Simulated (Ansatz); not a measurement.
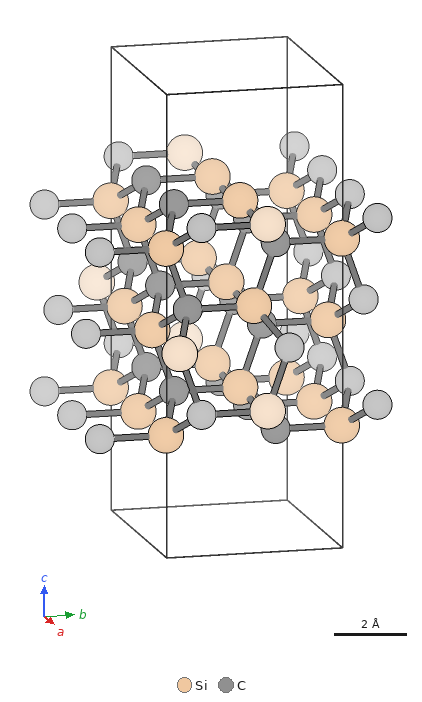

The input geometry (ball-and-stick view of the 2 × 1 repeat of the cell, with the vacuum cut short, seen slightly off an axis; neighbours outside the cell are drawn fainter). An atom can appear more than once, as a periodic image.

SiC: geometry relaxation (part 1 of 3)

The run: geometry relaxation of SiC (slab, 12 atoms in the cell). Method and program: DFT r2SCAN, scalar-relativistic, plane waves, PAW, no spin polarisation (Ansatz 0.2.0).

The structure derives from an entry of the Crystallography Open Database. The input holds or restrains some coordinates. Forces given for the steps count only the free coordinates. It belongs to a series of runs on one base structure; here: clean slab, lower half held.

**Output**
```
Engine: ansatz 0.2.0, aarch64-unknown-linux-gnu
Pseudopotentials: kind: paw
Pseudopotential: Si, paw, valence charge 4, recommended cutoff 500 eV (meta_gga), Si.paw.azcp
Pseudopotential: C, paw, valence charge 4, recommended cutoff 500 eV (meta_gga), C.paw.azcp
Functional definition: r2SCAN
  parameter k0 = 0.174
  parameter k1 = 0.065
  parameter a1 = 4.9479
  exchange = r2scan_x(k0 = k0, k1 = k1, a1 = a1)
  correlation = r2scan_c
Crystal: 12 atoms, lattice volume = 360.378 Å³
Basis set: ecut = 500 eV, 9209 PW (Γ), exchange–correlation on 96×160×720 points (64 copies of the dense FFT grid, shifted against one another)
Bands: 36, of which v1, the nominal top of the filled ones, is band 24 counted from 1 (23 counted from 0)
Symmetry: 2 space group operations
k-points: 15 of 45 (time reversal used)
Non-local potential: Si, projectors of the file, l = 0: 2, l = 1: 2, l = 2: 2
Non-local potential: C, projectors of the file, l = 0: 2, l = 1: 2, l = 2: 1
PAW form: soft (Blöchl's): semilocal exchange-correlation on the pseudo side does not see the compensation charge
PAW frozen core: Si, regenerated for the run's functional (the file was generated under x = pbe(κ = 0.804, μ = 0.2195149727645171), c = pbe(β = 0.06672455060314922))
PAW frozen core: C, regenerated for the run's functional (the file was generated under x = pbe(κ = 0.804, μ = 0.2195149727645171), c = pbe(β = 0.06672455060314922))
PAW one-centre angular grid: Si, 302 points (default); XC on 160 Gauss nodes
PAW one-centre angular grid: C, 302 points (default); XC on 239 of its mesh's 2573 points in the sphere
Initial density: superposition of atomic densities (neutral atoms: chi_scale 0, normalization atom), corrected by the library's trained network
Initial wavefunctions: pseudopotential atomic-orbital guess
Functional: x = r2scan, c = r2scan; τ floored in thin density (d = 2e-4 eV/Å³)
SCF iter   1: F=—  HF=-5341.219438 eV  |F-HF|=—  |Δ(HF+E_count)|=         —  Δρ=5.62e-3  dr2=1.04e-1  dr2_τ=1.00e0  ethr=1.77e-3  p=0.000 e·Å  D=5.58e-14 V/Å  ΔV_dip=-0.00 eV  dr2_dipole=2.64e-9  V_vac-E_F(+/−)=5.09/5.09 eV  ⟨swp⟩=8.7  Hψ=3472  notcnv=0  defer=36
efield: sawtooth ramp at fractional position 0.9800 (placed from the atoms, in the widest stretch of the axis that holds none; the zero of the levels goes with the place), width 0.0400; the density the first Hamiltonian is built on has a dipole p = 0.000 e·Å; the dipole correction subtracts the counter field D = 5.58e-14 V/Å, which shifts the + side's vacuum level by -0.00 eV against the − side's; the planar-averaged density in the ramp window peaks in size at 3.0e-6 e/Å³
preconditioner: auto → Resta (q_TF=auto, 1.950 Å⁻¹)  ε∞=2.4  [insulator: Δε(μ)=0.717 eV  Ē_g=11.368 eV  σ=0.050 eV  W_gap=1.00  n_scr=36 (ndim 8)  ℏωp=13.6 eV  f_vac=0.564  D(μ)=0.00/eV (n_scr^D=0)  ε∞_Penn≈2.4  vacuum switching on, ρ_ref=9.4e-3 e/Å³]
SCF iter   2: F=—  HF=-5341.468685 eV  |F-HF|=—  |Δ(HF+E_count)|=   2.49e-1  Δρ=3.82e-3  dr2=3.67e-2  dr2_τ=9.20e-4  ethr=2.17e-4  p=-0.000 e·Å  D=-1.28e-5 V/Å  ΔV_dip=0.00 eV  dr2_dipole=1.36e-9  V_vac-E_F(+/−)=5.05/5.05 eV  ⟨swp⟩=3.1  Hψ=1164  notcnv=0  defer=100
SCF iter   3: F=—  HF=-5341.467794 eV  |F-HF|=—  |Δ(HF+E_count)|=   8.91e-4  Δρ=1.69e-3  dr2=1.17e-2  dr2_τ=5.69e-4  ethr=7.64e-5  p=-0.000 e·Å  D=-2.87e-6 V/Å  ΔV_dip=0.00 eV  dr2_dipole=1.48e-11  V_vac-E_F(+/−)=5.12/5.12 eV  ⟨swp⟩=2.9  Hψ=823  notcnv=0  defer=100
SCF iter   4: F=—  HF=-5341.467768 eV  |F-HF|=—  |Δ(HF+E_count)|=   2.63e-5  Δρ=4.30e-4  dr2=1.47e-3  dr2_τ=1.15e-4  ethr=2.44e-5  p=0.000 e·Å  D=2.71e-6 V/Å  ΔV_dip=-0.00 eV  dr2_dipole=5.23e-10  V_vac-E_F(+/−)=5.14/5.14 eV  ⟨swp⟩=2.4  Hψ=845  notcnv=0  defer=100
SCF iter   5: F=—  HF=-5341.467561 eV  |F-HF|=—  |Δ(HF+E_count)|=   2.07e-4  Δρ=1.20e-4  dr2=6.65e-5  dr2_τ=3.02e-6  ethr=3.07e-6  p=0.000 e·Å  D=5.32e-6 V/Å  ΔV_dip=-0.00 eV  dr2_dipole=2.70e-9  V_vac-E_F(+/−)=5.13/5.13 eV  ⟨swp⟩=2.4  Hψ=808  notcnv=0  defer=100
SCF iter   6: F=-5341.467584 eV  HF=-5341.467577 eV  |F-HF|=6.41e-6  |Δ(HF+E_count)|=   1.63e-5  Δρ=4.35e-5  dr2=8.23e-6  dr2_τ=5.22e-7  ethr=4.69e-8  p=-0.000 e·Å  D=-8.56e-6 V/Å  ΔV_dip=0.00 eV  dr2_dipole=7.42e-9  V_vac-E_F(+/−)=5.13/5.13 eV  ⟨swp⟩=30.1  Hψ=7643  notcnv=0
SCF 1 converged in 6 iterations: F = -5341.467584 eV  dr2 = 8.23e-6
  greatest PAW one-centre occupation: 0.664 electrons in one spin orbital (limit 2), on the C atom at site 3 (counted from 0), in its partial waves of l = 0
relax step   1: F+E_penalty+E_count = -5341.46758350 eV  Δ(F+E_penalty+E_count) = +0.000e0 eV  max|allowed force component| = 2.664e0 eV/Å  Δτ_max = 0.0000 Å  (6 SCF iters, dr2 threshold 2.25e-5 eV, accepted)
Initial density: handed on by an earlier stage of this run
Initial wavefunctions: those handed on with the density
iter 1 solved again at ethr=5.76e-4 eV; its pass at ethr=3.10e-3 eV (dr2=2.76e-1 eV) is discarded
SCF iter   1: F=—  HF=-5342.001395 eV  |F-HF|=—  |Δ(HF+E_count)|=         —  Δρ=7.25e-3  dr2=2.85e-1  dr2_τ=1.24e-1  ethr=5.76e-4  p=-0.000 e·Å  D=-8.57e-6 V/Å  ΔV_dip=0.00 eV  dr2_dipole=9.57e-3  V_vac-E_F(+/−)=5.15/5.15 eV  ⟨swp⟩=2.4  Hψ=2567  notcnv=0  defer=91
efield: sawtooth ramp at fractional position 0.9800 (handed on by an earlier solve), width 0.0400; the density the first Hamiltonian is built on has a dipole p = -0.000 e·Å; the dipole correction subtracts the counter field D = -8.57e-6 V/Å, which shifts the + side's vacuum level by +0.00 eV against the − side's; the planar-averaged density in the ramp window peaks in size at 2.7e-8 e/Å³
preconditioner: auto → Resta (q_TF=auto, 1.950 Å⁻¹)  ε∞=2.4  [insulator: Δε(μ)=0.809 eV  Ē_g=11.516 eV  σ=0.050 eV  W_gap=1.00  n_scr=36 (ndim 8)  ℏωp=13.6 eV  f_vac=0.572  D(μ)=0.00/eV (n_scr^D=0)  ε∞_Penn≈2.4  vacuum switching on, ρ_ref=9.6e-3 e/Å³]
SCF iter   2: F=—  HF=-5342.006913 eV  |F-HF|=—  |Δ(HF+E_count)|=   5.52e-3  Δρ=3.16e-3  dr2=5.30e-2  dr2_τ=5.35e-3  ethr=5.76e-4  p=0.041 e·Å  D=2.08e-2 V/Å  ΔV_dip=-0.48 eV  dr2_dipole=6.51e-3  V_vac-E_F(+/−)=4.70/5.18 eV  ⟨swp⟩=3.1  Hψ=903  notcnv=0  defer=91
SCF iter   3: F=—  HF=-5342.001459 eV  |F-HF|=—  |Δ(HF+E_count)|=   5.45e-3  Δρ=1.71e-3  dr2=1.14e-2  dr2_τ=1.80e-4  ethr=1.10e-4  p=0.011 e·Å  D=5.59e-3 V/Å  ΔV_dip=-0.13 eV  dr2_dipole=1.08e-3  V_vac-E_F(+/−)=5.01/5.14 eV  ⟨swp⟩=2.7  Hψ=900  notcnv=0  defer=91
SCF iter   4: F=—  HF=-5342.003300 eV  |F-HF|=—  |Δ(HF+E_count)|=   1.84e-3  Δρ=9.44e-4  dr2=1.12e-2  dr2_τ=1.59e-4  ethr=2.38e-5  p=0.028 e·Å  D=1.39e-2 V/Å  ΔV_dip=-0.32 eV  dr2_dipole=3.84e-3  V_vac-E_F(+/−)=4.87/5.19 eV  ⟨swp⟩=2.7  Hψ=977  notcnv=0  defer=91
SCF iter   5: F=—  HF=-5342.001945 eV  |F-HF|=—  |Δ(HF+E_count)|=   1.36e-3  Δρ=2.99e-4  dr2=2.67e-4  dr2_τ=1.15e-5  ethr=2.34e-5  p=0.014 e·Å  D=7.11e-3 V/Å  ΔV_dip=-0.17 eV  dr2_dipole=1.28e-5  V_vac-E_F(+/−)=5.00/5.16 eV  ⟨swp⟩=2.1  Hψ=605  notcnv=0  defer=91
SCF iter   6: F=—  HF=-5342.002060 eV  |F-HF|=—  |Δ(HF+E_count)|=   1.15e-4  Δρ=1.19e-4  dr2=6.79e-5  dr2_τ=3.80e-6  ethr=5.57e-7  p=0.013 e·Å  D=6.66e-3 V/Å  ΔV_dip=-0.15 eV  dr2_dipole=2.24e-6  V_vac-E_F(+/−)=5.00/5.16 eV  ⟨swp⟩=2.7  Hψ=1029  notcnv=0  defer=91
SCF iter   7: F=-5342.002074 eV  HF=-5342.002072 eV  |F-HF|=2.60e-6  |Δ(HF+E_count)|=   1.17e-5  Δρ=3.17e-5  dr2=3.91e-6  dr2_τ=2.22e-7  ethr=1.42e-7  p=0.013 e·Å  D=6.42e-3 V/Å  ΔV_dip=-0.15 eV  dr2_dipole=1.37e-7  V_vac-E_F(+/−)=5.01/5.16 eV  ⟨swp⟩=29.7  Hψ=7405  notcnv=0
SCF 2 converged in 7 iterations: F = -5342.002074 eV  dr2 = 3.91e-6
  greatest PAW one-centre occupation: 0.667 electrons in one spin orbital (limit 2), on the C atom at site 9 (counted from 0), in its partial waves of l = 0
relax step   2: F+E_penalty+E_count = -5342.00207445 eV  Δ(F+E_penalty+E_count) = -5.345e-1 eV  max|allowed force component| = 1.734e0 eV/Å  Δτ_max = 0.1837 Å  (7 SCF iters, dr2 threshold 1.00e-4 eV, accepted)
iter 1 solved again at ethr=6.30e-4 eV; its pass at ethr=3.10e-3 eV (dr2=3.02e-1 eV) is discarded
SCF iter   1: F=—  HF=-5342.195193 eV  |F-HF|=—  |Δ(HF+E_count)|=         —  Δρ=8.40e-3  dr2=3.05e-1  dr2_τ=1.26e-1  ethr=6.30e-4  p=0.013 e·Å  D=6.42e-3 V/Å  ΔV_dip=-0.15 eV  dr2_dipole=2.67e-4  V_vac-E_F(+/−)=5.01/5.16 eV  ⟨swp⟩=1.7  Hψ=2337  notcnv=0  defer=99
efield: sawtooth ramp at fractional position 0.9800 (handed on by an earlier solve), width 0.0400; the density the first Hamiltonian is built on has a dipole p = 0.013 e·Å; the dipole correction subtracts the counter field D = 6.42e-3 V/Å, which shifts the + side's vacuum level by -0.15 eV against the − side's; the planar-averaged density in the ramp window peaks in size at 1.2e-8 e/Å³
preconditioner: auto → Resta (q_TF=auto, 1.950 Å⁻¹)  ε∞=2.4  [insulator: Δε(μ)=0.823 eV  Ē_g=11.607 eV  σ=0.050 eV  W_gap=1.00  n_scr=36 (ndim 8)  ℏωp=13.6 eV  f_vac=0.575  D(μ)=0.00/eV (n_scr^D=0)  ε∞_Penn≈2.4  vacuum switching on, ρ_ref=9.8e-3 e/Å³]
SCF iter   2: F=—  HF=-5342.151689 eV  |F-HF|=—  |Δ(HF+E_count)|=   4.35e-2  Δρ=2.89e-3  dr2=3.41e-2  dr2_τ=5.54e-3  ethr=6.30e-4  p=0.008 e·Å  D=3.82e-3 V/Å  ΔV_dip=-0.09 eV  dr2_dipole=2.01e-3  V_vac-E_F(+/−)=5.07/5.16 eV  ⟨swp⟩=3.0  Hψ=894  notcnv=0  defer=99
SCF iter   3: F=—  HF=-5342.146285 eV  |F-HF|=—  |Δ(HF+E_count)|=   5.40e-3  Δρ=1.46e-3  dr2=8.59e-3  dr2_τ=4.30e-4  ethr=7.11e-5  p=0.029 e·Å  D=1.44e-2 V/Å  ΔV_dip=-0.34 eV  dr2_dipole=9.32e-4  V_vac-E_F(+/−)=4.83/5.17 eV  ⟨swp⟩=2.3  Hψ=1042  notcnv=0  defer=99
SCF iter   4: F=—  HF=-5342.146352 eV  |F-HF|=—  |Δ(HF+E_count)|=   6.71e-5  Δρ=4.69e-4  dr2=2.15e-3  dr2_τ=2.82e-5  ethr=1.79e-5  p=0.017 e·Å  D=8.30e-3 V/Å  ΔV_dip=-0.19 eV  dr2_dipole=8.21e-4  V_vac-E_F(+/−)=4.95/5.15 eV  ⟨swp⟩=2.0  Hψ=857  notcnv=0  defer=99
SCF iter   5: F=—  HF=-5342.146285 eV  |F-HF|=—  |Δ(HF+E_count)|=   6.65e-5  Δρ=2.45e-4  dr2=2.57e-4  dr2_τ=7.18e-6  ethr=4.48e-6  p=0.025 e·Å  D=1.26e-2 V/Å  ΔV_dip=-0.29 eV  dr2_dipole=4.74e-5  V_vac-E_F(+/−)=4.87/5.16 eV  ⟨swp⟩=2.4  Hψ=751  notcnv=0  defer=99
SCF iter   6: F=-5342.146372 eV  HF=-5342.146368 eV  |F-HF|=3.28e-6  |Δ(HF+E_count)|=   8.30e-5  Δρ=8.34e-5  dr2=2.73e-5  dr2_τ=7.83e-7  ethr=2.08e-7  p=0.024 e·Å  D=1.20e-2 V/Å  ΔV_dip=-0.28 eV  dr2_dipole=1.23e-6  V_vac-E_F(+/−)=4.88/5.16 eV  ⟨swp⟩=27.0  Hψ=7187  notcnv=0
SCF 3 converged in 6 iterations: F = -5342.146372 eV  dr2 = 2.73e-5
  greatest PAW one-centre occupation: 0.677 electrons in one spin orbital (limit 2), on the C atom at site 11 (counted from 0), in its partial waves of l = 0
relax step   3: F+E_penalty+E_count = -5342.14637166 eV  Δ(F+E_penalty+E_count) = -1.443e-1 eV  max|allowed force component| = 2.218e0 eV/Å  Δτ_max = 0.1495 Å  (6 SCF iters, dr2 threshold 1.00e-4 eV, accepted)
SCF iter   1: F=—  HF=-5342.216661 eV  |F-HF|=—  |Δ(HF+E_count)|=         —  Δρ=3.02e-3  dr2=3.94e-2  dr2_τ=1.51e-2  ethr=5.55e-4  p=0.024 e·Å  D=1.20e-2 V/Å  ΔV_dip=-0.28 eV  dr2_dipole=3.25e-5  V_vac-E_F(+/−)=4.87/5.15 eV  ⟨swp⟩=3.0  Hψ=1246  notcnv=0  defer=95
efield: sawtooth ramp at fractional position 0.9800 (handed on by an earlier solve), width 0.0400; the density the first Hamiltonian is built on has a dipole p = 0.024 e·Å; the dipole correction subtracts the counter field D = 1.20e-2 V/Å, which shifts the + side's vacuum level by -0.28 eV against the − side's; the planar-averaged density in the ramp window peaks in size at 1.9e-8 e/Å³
preconditioner: auto → Resta (q_TF=auto, 1.950 Å⁻¹)  ε∞=2.4  [insulator: Δε(μ)=0.816 eV  Ē_g=11.559 eV  σ=0.050 eV  W_gap=1.00  n_scr=36 (ndim 8)  ℏωp=13.6 eV  f_vac=0.576  D(μ)=0.00/eV (n_scr^D=0)  ε∞_Penn≈2.4  vacuum switching on, ρ_ref=9.7e-3 e/Å³]
SCF iter   2: F=—  HF=-5342.209114 eV  |F-HF|=—  |Δ(HF+E_count)|=   7.55e-3  Δρ=9.77e-4  dr2=4.25e-3  dr2_τ=4.24e-4  ethr=8.22e-5  p=0.026 e·Å  D=1.29e-2 V/Å  ΔV_dip=-0.30 eV  dr2_dipole=3.47e-4  V_vac-E_F(+/−)=4.86/5.16 eV  ⟨swp⟩=2.3  Hψ=1087  notcnv=0  defer=99
SCF iter   3: F=—  HF=-5342.208357 eV  |F-HF|=—  |Δ(HF+E_count)|=   7.57e-4  Δρ=5.22e-4  dr2=1.75e-3  dr2_τ=8.64e-5  ethr=8.85e-6  p=0.015 e·Å  D=7.63e-3 V/Å  ΔV_dip=-0.18 eV  dr2_dipole=3.27e-4  V_vac-E_F(+/−)=4.97/5.15 eV  ⟨swp⟩=2.1  Hψ=752  notcnv=0  defer=99
SCF iter   4: F=—  HF=-5342.208214 eV  |F-HF|=—  |Δ(HF+E_count)|=   1.43e-4  Δρ=1.86e-4  dr2=3.09e-4  dr2_τ=6.09e-6  ethr=3.64e-6  p=0.021 e·Å  D=1.05e-2 V/Å  ΔV_dip=-0.24 eV  dr2_dipole=1.24e-4  V_vac-E_F(+/−)=4.91/5.16 eV  ⟨swp⟩=2.4  Hψ=817  notcnv=0  defer=99
SCF iter   5: F=-5342.208203 eV  HF=-5342.208208 eV  |F-HF|=5.73e-6  |Δ(HF+E_count)|=   5.62e-6  Δρ=8.35e-5  dr2=3.12e-5  dr2_τ=1.71e-6  ethr=2.08e-7  p=0.018 e·Å  D=8.83e-3 V/Å  ΔV_dip=-0.20 eV  dr2_dipole=8.74e-7  V_vac-E_F(+/−)=4.95/5.15 eV  ⟨swp⟩=25.3  Hψ=6916  notcnv=0
SCF 4 converged in 5 iterations: F = -5342.208203 eV  dr2 = 3.12e-5
  greatest PAW one-centre occupation: 0.672 electrons in one spin orbital (limit 2), on the C atom at site 11 (counted from 0), in its partial waves of l = 0
relax step   4: F+E_penalty+E_count = -5342.20820264 eV  Δ(F+E_penalty+E_count) = -6.183e-2 eV  max|allowed force component| = 9.688e-2 eV/Å  Δτ_max = 0.0350 Å  (5 SCF iters, dr2 threshold 1.00e-4 eV, accepted)
```
